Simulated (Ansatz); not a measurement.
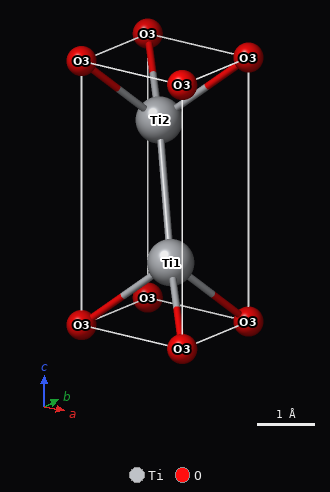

**Figure 1.** The starting structure (ball-and-stick view of the cell of the calculation, seen slightly off an axis; atoms are numbered from 1 in the order of the input). An atom can appear more than once, as a periodic image.

Geometry relaxation, with input and output: Ti₂O (part 1 of 2)

Ti₂O (P-3m1, 3 atoms in the cell), computed with DFT PBEsol, scalar-relativistic, plane waves, PAW, no spin polarisation (Ansatz 0.2.0).

The structure derives from an entry of the Crystallography Open Database. Figures and captions count atoms from 1; the log counts them from 0 in places.

**Input**
```yaml
crystal:
  lattice:
    - [2.9555833166, 0.0, 0.0]
    - [-1.4777916583, 2.5596102352, 0.0]
    - [0.0, 0.0, 4.7163344637]
  atoms:
    - { symbol: Ti, position: [0.6666666667, 0.3333333333, 0.2623972554] }
    - { symbol: Ti, position: [0.3333333333, 0.6666666667, 0.7376027446] }
    - { symbol: O, position: [0.0, 0.0, 0.0] }
basis:
  ecutwfc: 420
kpoints:
  mp_grid: { grid: [18, 18, 10] }
hamiltonian:
  xc: pbesol
scf:
  occupations: { method: gaussian, width: 0.1 }
output:
  forces: true
  stress: true
  eigenvalues: true
  write_density: true
  write_potential: true
  elf: true
  volumetric_format: npy
relax:
  adjacent_minimum: "off"
  f_tol: 0.005
  max_steps: 80
  cell: { stress_tol: 0.05 }
```

Hardware: 1 thread of AMD EPYC (Zen 3), 192 GiB of memory available, shared host.

Run as:
```bash
ansatz run input.yaml --threads 1 --pin off --max-ram 2560MiB --backend cpu --events-out ev --progress --plain --runs-dir out
```

**Log**
```
Engine: ansatz 0.2.0, x86_64-unknown-linux-gnu
Pseudopotentials: kind: paw
Pseudopotential: Ti, paw, valence charge 12, recommended cutoff 420 eV (normal), Ti.paw.azcp
Pseudopotential: O, paw, valence charge 6, recommended cutoff 420 eV (normal), O.paw.azcp
Functional definition: PBEsol
  exchange = pbesol_x
  correlation = pbesol_c
Crystal: 3 atoms, lattice volume = 35.680 Å³
Basis set: ecut = 420 eV, 687 PW (Γ), exchange–correlation on 40×40×64 points (8 copies of the dense FFT grid, shifted against one another)
Bands: 19, of which v1, the nominal top of the filled ones, is band 15 counted from 1 (14 counted from 0)
Symmetry: 12 space group operations
Space group: P-3m1 (ITA 164), of the structure as read, at distance tolerance 3.3e-5 Å
k-points: 330 of 3240
Non-local potential: Ti, projectors of the file, l = 0: 3, l = 1: 2, l = 2: 3, l = 3: 1
Non-local potential: O, projectors of the file, l = 0: 2, l = 1: 2, l = 2: 1
PAW form: soft (Blöchl's): semilocal exchange-correlation on the pseudo side does not see the compensation charge
PAW frozen core: Ti, regenerated for the run's functional, and the local potential with it (the file was generated under x = pbe(κ = 0.804, μ = 0.2195149727645171), c = pbe(β = 0.06672455060314922))
PAW frozen core: O, regenerated for the run's functional, and the local potential with it (the file was generated under x = pbe(κ = 0.804, μ = 0.2195149727645171), c = pbe(β = 0.06672455060314922))
PAW one-centre angular grid: Ti, 590 points (default); XC on 64 Gauss nodes
PAW one-centre angular grid: O, 110 points (default); XC on 64 Gauss nodes
Initial density: superposition of atomic densities (neutral atoms: chi_scale 0, normalization atom), corrected by the library's trained network
Initial wavefunctions: pseudopotential atomic-orbital guess
Functional: x = pbesol(κ = 0.804, μ = 0.12345679012345678), c = pbesol(β = 0.046)
SCF iter   1: F=—  HF=-5511.838421 eV  |F-HF|=—  |Δ(HF+E_count)|=         —  Δρ=1.35e-2  dr2=5.44e-2  ethr=1.77e-3  ⟨swp⟩=4.2  Hψ=23658  notcnv=0
preconditioner: auto → none  [metal: Δε(μ)=0.019 eV  Ē_g=8.214 eV  σ=0.100 eV  W_gap=0.11  n_scr=8 (ndim 8)  ℏωp=23.3 eV  f_vac=0.000  D(μ)=1.01/eV (n_scr^D=2)  sad-step TF]
SCF iter   2: F=—  HF=-5511.827874 eV  |F-HF|=—  |Δ(HF+E_count)|=   1.05e-2  Δρ=6.12e-3  dr2=1.48e-2  ethr=1.81e-4  ⟨swp⟩=2.0  Hψ=10181  notcnv=0
SCF iter   3: F=—  HF=-5511.824857 eV  |F-HF|=—  |Δ(HF+E_count)|=   3.02e-3  Δρ=1.14e-3  dr2=7.31e-4  ethr=4.92e-5  ⟨swp⟩=2.0  Hψ=8249  notcnv=0
SCF iter   4: F=—  HF=-5511.824684 eV  |F-HF|=—  |Δ(HF+E_count)|=   1.72e-4  Δρ=3.71e-4  dr2=4.81e-5  ethr=2.44e-6  ⟨swp⟩=2.0  Hψ=10055  notcnv=0
SCF iter   5: F=—  HF=-5511.824653 eV  |F-HF|=—  |Δ(HF+E_count)|=   3.12e-5  Δρ=1.38e-4  dr2=5.77e-6  ethr=1.60e-7  ⟨swp⟩=2.0  Hψ=9531  notcnv=0
SCF iter   6: F=—  HF=-5511.824653 eV  |F-HF|=—  |Δ(HF+E_count)|=   7.88e-7  Δρ=2.78e-5  dr2=1.08e-7  ethr=1.92e-8  ⟨swp⟩=2.6  Hψ=9679  notcnv=0
SCF iter   7: F=-5511.824653 eV  HF=-5511.824653 eV  |F-HF|=2.24e-9  |Δ(HF+E_count)|=   1.11e-7  Δρ=4.41e-6  dr2=3.65e-9  ethr=3.33e-10  ⟨swp⟩=7.9  Hψ=35032  notcnv=0
SCF 1 converged in 7 iterations: F = -5511.824653 eV  dr2 = 3.65e-9
  greatest PAW one-centre occupation: 0.999 electrons in one spin orbital (limit 2), on the Ti atom at site 1 (counted from 0), in its partial waves of l = 0
relax step   1: F+E_penalty+E_count = -5511.82465266 eV  Δ(F+E_penalty+E_count) = +0.000e0 eV  max|allowed force component| = 2.955e-3 eV/Å  Δτ_max = 0.0000 Å  P = -0.010 GPa  Ω = 35.680 Å³  (7 SCF iters, dr2 threshold 1.00e-7 eV, accepted)
Crystal: 3 atoms, lattice volume = 35.677 Å³
Initial density: handed on by an earlier stage of this run
Initial wavefunctions: those handed on with the density
iter 1 solved again at ethr=1.28e-7 eV; its pass at ethr=3.10e-3 eV (dr2=3.83e-5 eV) is discarded
SCF iter   1: F=—  HF=-5511.824725 eV  |F-HF|=—  |Δ(HF+E_count)|=         —  Δρ=3.82e-4  dr2=4.59e-5  ethr=1.28e-7  ⟨swp⟩=2.2  Hψ=39673  notcnv=0
preconditioner: auto → none  [metal: Δε(μ)=0.007 eV  Ē_g=8.257 eV  σ=0.100 eV  W_gap=0.04  n_scr=8 (ndim 8)  ℏωp=23.3 eV  f_vac=0.000  D(μ)=1.04/eV (n_scr^D=2)]
SCF iter   2: F=—  HF=-5511.824685 eV  |F-HF|=—  |Δ(HF+E_count)|=   4.07e-5  Δρ=1.20e-4  dr2=3.34e-6  ethr=1.28e-7  ⟨swp⟩=2.1  Hψ=8295  notcnv=0
SCF iter   3: F=—  HF=-5511.824684 eV  |F-HF|=—  |Δ(HF+E_count)|=   7.70e-7  Δρ=3.68e-5  dr2=4.11e-7  ethr=1.11e-8  ⟨swp⟩=2.9  Hψ=10489  notcnv=0
iter 4 did not close the SCF: its close was put off for the readings that it lacked (scf_convergence_deferred on its scf_iter line)
SCF iter   4: F=-5511.824684 eV  HF=-5511.824684 eV  |F-HF|=1.20e-8  |Δ(HF+E_count)|=   9.33e-8  Δρ=1.47e-5  dr2=3.35e-8  ethr=1.37e-9  ⟨swp⟩=2.0  Hψ=9508  notcnv=0
iter 5 did not close the SCF: its close was put off for the readings that it lacked (scf_convergence_deferred on its scf_iter line)
SCF iter   5: F=-5511.824684 eV  HF=-5511.824684 eV  |F-HF|=6.09e-11  |Δ(HF+E_count)|=  9.57e-10  Δρ=3.95e-6  dr2=1.59e-9  ethr=1.12e-10  ⟨swp⟩=2.1  Hψ=8324  notcnv=0
SCF iter   6: F=-5511.824684 eV  HF=-5511.824684 eV  |F-HF|=2.91e-11  |Δ(HF+E_count)|=  4.97e-10  Δρ=6.93e-7  dr2=5.80e-11  ethr=5.31e-12  ⟨swp⟩=4.1  Hψ=27825  notcnv=0
SCF 2 converged in 6 iterations: F = -5511.824684 eV  dr2 = 5.80e-11
relax step   2: F+E_penalty+E_count = -5511.82468390 eV  Δ(F+E_penalty+E_count) = -3.124e-5 eV  max|allowed force component| = 2.934e-2 eV/Å  Δτ_max = 0.0002 Å  P = +0.012 GPa  Ω = 35.677 Å³  energy of the carried Pulay correction = +1.931e-6 eV  (6 SCF iters, dr2 threshold 3.00e-7 eV, accepted)
Crystal: 3 atoms, lattice volume = 35.671 Å³
iter 1 solved again at ethr=6.73e-8 eV; its pass at ethr=3.10e-3 eV (dr2=2.02e-5 eV) is discarded
SCF iter   1: F=—  HF=-5511.824790 eV  |F-HF|=—  |Δ(HF+E_count)|=         —  Δρ=1.87e-4  dr2=1.95e-5  ethr=6.73e-8  ⟨swp⟩=2.1  Hψ=39176  notcnv=0
preconditioner: auto → none  [metal: Δε(μ)=0.008 eV  Ē_g=8.253 eV  σ=0.100 eV  W_gap=0.04  n_scr=8 (ndim 8)  ℏωp=23.3 eV  f_vac=0.000  D(μ)=1.04/eV (n_scr^D=2)]
SCF iter   2: F=—  HF=-5511.824760 eV  |F-HF|=—  |Δ(HF+E_count)|=   2.99e-5  Δρ=6.70e-5  dr2=1.53e-6  ethr=6.51e-8  ⟨swp⟩=2.1  Hψ=8159  notcnv=0
SCF iter   3: F=—  HF=-5511.824760 eV  |F-HF|=—  |Δ(HF+E_count)|=   4.18e-7  Δρ=2.67e-5  dr2=1.76e-7  ethr=5.10e-9  ⟨swp⟩=2.0  Hψ=10177  notcnv=0
iter 4 did not close the SCF: its close was put off for the readings that it lacked (scf_convergence_deferred on its scf_iter line)
SCF iter   4: F=-5511.824760 eV  HF=-5511.824760 eV  |F-HF|=9.35e-9  |Δ(HF+E_count)|=   2.85e-8  Δρ=1.19e-5  dr2=2.63e-8  ethr=5.86e-10  ⟨swp⟩=2.0  Hψ=7252  notcnv=0
iter 5 did not close the SCF: its close was put off for the readings that it lacked (scf_convergence_deferred on its scf_iter line)
SCF iter   5: F=-5511.824760 eV  HF=-5511.824760 eV  |F-HF|=2.91e-11  |Δ(HF+E_count)|=   1.86e-9  Δρ=2.93e-6  dr2=1.13e-9  ethr=8.75e-11  ⟨swp⟩=2.2  Hψ=7637  notcnv=0
SCF iter   6: F=-5511.824760 eV  HF=-5511.824760 eV  |F-HF|=1.00e-11  |Δ(HF+E_count)|=  1.83e-10  Δρ=4.33e-7  dr2=1.56e-11  ethr=3.76e-12  ⟨swp⟩=4.2  Hψ=28209  notcnv=0
SCF 3 converged in 6 iterations: F = -5511.824760 eV  dr2 = 1.56e-11
relax step   3: F+E_penalty+E_count = -5511.82475958 eV  Δ(F+E_penalty+E_count) = -7.569e-5 eV  max|allowed force component| = 1.196e-2 eV/Å  Δτ_max = 0.0006 Å  P = +0.028 GPa  Ω = 35.671 Å³  energy of the carried Pulay correction = +1.597e-5 eV  (6 SCF iters, dr2 threshold 1.62e-7 eV, accepted)
Crystal: 3 atoms, lattice volume = 35.684 Å³
iter 1 solved again at ethr=1.38e-7 eV; its pass at ethr=3.10e-3 eV (dr2=4.15e-5 eV) is discarded
SCF iter   1: F=—  HF=-5511.824775 eV  |F-HF|=—  |Δ(HF+E_count)|=         —  Δρ=2.18e-4  dr2=4.01e-5  ethr=1.38e-7  ⟨swp⟩=1.2  Hψ=34190  notcnv=0
preconditioner: auto → none  [metal: Δε(μ)=0.012 eV  Ē_g=8.248 eV  σ=0.100 eV  W_gap=0.07  n_scr=8 (ndim 8)  ℏωp=23.3 eV  f_vac=0.000  D(μ)=1.04/eV (n_scr^D=2)]
SCF iter   2: F=—  HF=-5511.824744 eV  |F-HF|=—  |Δ(HF+E_count)|=   3.10e-5  Δρ=1.05e-4  dr2=4.14e-6  ethr=1.34e-7  ⟨swp⟩=2.0  Hψ=9286  notcnv=0
SCF iter   3: F=—  HF=-5511.824738 eV  |F-HF|=—  |Δ(HF+E_count)|=   6.12e-6  Δρ=3.65e-5  dr2=2.25e-7  ethr=1.38e-8  ⟨swp⟩=2.0  Hψ=9672  notcnv=0
SCF iter   4: F=—  HF=-5511.824738 eV  |F-HF|=—  |Δ(HF+E_count)|=   3.02e-8  Δρ=1.12e-5  dr2=1.19e-8  ethr=7.51e-10  ⟨swp⟩=2.2  Hψ=8011  notcnv=0
iter 5 did not close the SCF: its close was put off for the readings that it lacked (scf_convergence_deferred on its scf_iter line)
SCF iter   5: F=-5511.824738 eV  HF=-5511.824738 eV  |F-HF|=1.64e-10  |Δ(HF+E_count)|=   3.42e-9  Δρ=2.48e-6  dr2=6.51e-10  ethr=3.98e-11  ⟨swp⟩=2.7  Hψ=10277  notcnv=0
SCF iter   6: F=-5511.824738 eV  HF=-5511.824738 eV  |F-HF|=9.09e-13  |Δ(HF+E_count)|=  2.70e-10  Δρ=1.75e-7  dr2=2.91e-12  ethr=2.17e-12  ⟨swp⟩=4.0  Hψ=29655  notcnv=0
SCF 4 converged in 6 iterations: F = -5511.824738 eV  dr2 = 2.91e-12
relax step   4: F+E_penalty+E_count = -5511.82473755 eV  Δ(F+E_penalty+E_count) = +2.204e-5 eV  max|allowed force component| = 3.120e-3 eV/Å  Δτ_max = 0.0011 Å  P = -0.075 GPa  Ω = 35.684 Å³  energy of the carried Pulay correction = -1.398e-5 eV  (6 SCF iters, accepted)
Crystal: 3 atoms, lattice volume = 35.672 Å³
iter 1 solved again at ethr=4.40e-10 eV; its pass at ethr=3.10e-3 eV (dr2=1.32e-7 eV) is discarded
SCF iter   1: F=—  HF=-5511.824794 eV  |F-HF|=—  |Δ(HF+E_count)|=         —  Δρ=2.67e-5  dr2=1.29e-7  ethr=4.40e-10  ⟨swp⟩=2.1  Hψ=39935  notcnv=0
preconditioner: auto → none  [metal: Δε(μ)=0.012 eV  Ē_g=8.252 eV  σ=0.100 eV  W_gap=0.07  n_scr=8 (ndim 8)  ℏωp=23.3 eV  f_vac=0.000  D(μ)=1.04/eV (n_scr^D=2)]
iter 2 did not close the SCF: its close was put off for the readings that it lacked (scf_convergence_deferred on its scf_iter line)
SCF iter   2: F=-5511.824769 eV  HF=-5511.824769 eV  |F-HF|=1.61e-9  |Δ(HF+E_count)|=   2.57e-5  Δρ=1.03e-5  dr2=1.45e-8  ethr=4.31e-10  ⟨swp⟩=2.3  Hψ=9000  notcnv=0
iter 3 did not close the SCF: its close was put off for the readings that it lacked (scf_convergence_deferred on its scf_iter line)
SCF iter   3: F=-5511.824769 eV  HF=-5511.824769 eV  |F-HF|=2.70e-9  |Δ(HF+E_count)|=   4.69e-9  Δρ=3.38e-6  dr2=4.47e-9  ethr=4.83e-11  ⟨swp⟩=2.0  Hψ=9423  notcnv=0
iter 4 did not close the SCF: its close was put off for the readings that it lacked (scf_convergence_deferred on its scf_iter line)
SCF iter   4: F=-5511.824769 eV  HF=-5511.824769 eV  |F-HF|=7.46e-11  |Δ(HF+E_count)|=  4.98e-10  Δρ=9.85e-7  dr2=1.14e-10  ethr=1.49e-11  ⟨swp⟩=2.0  Hψ=9328  notcnv=0
iter 5 did not close the SCF: its close was put off for the readings that it lacked (scf_convergence_deferred on its scf_iter line)
SCF iter   5: F=-5511.824769 eV  HF=-5511.824769 eV  |F-HF|=6.37e-12  |Δ(HF+E_count)|=  1.12e-10  Δρ=2.53e-7  dr2=1.47e-11  ethr=1.00e-12  ⟨swp⟩=2.1  Hψ=7477  notcnv=0
SCF iter   6: F=-5511.824769 eV  HF=-5511.824769 eV  |F-HF|=2.73e-12  |Δ(HF+E_count)|=  9.09e-13  Δρ=5.12e-8  dr2=3.83e-13  ethr=1.00e-12  ⟨swp⟩=4.0  Hψ=24552  notcnv=0
SCF 5 converged in 6 iterations: F = -5511.824769 eV  dr2 = 3.83e-13
relax step   5: F+E_penalty+E_count = -5511.82476871 eV  Δ(F+E_penalty+E_count) = -3.116e-5 eV  max|allowed force component| = 4.190e-5 eV/Å  Δτ_max = 0.0002 Å  P = +0.000 GPa  Ω = 35.672 Å³  energy of the carried Pulay correction = +1.376e-5 eV  (6 SCF iters, accepted)
Initial wavefunctions: pseudopotential atomic-orbital guess (no wavefunctions were taken with the density)
iter 1 solved again at ethr=1.33e-8 eV; its pass at ethr=3.10e-3 eV (dr2=3.99e-6 eV) is discarded
```
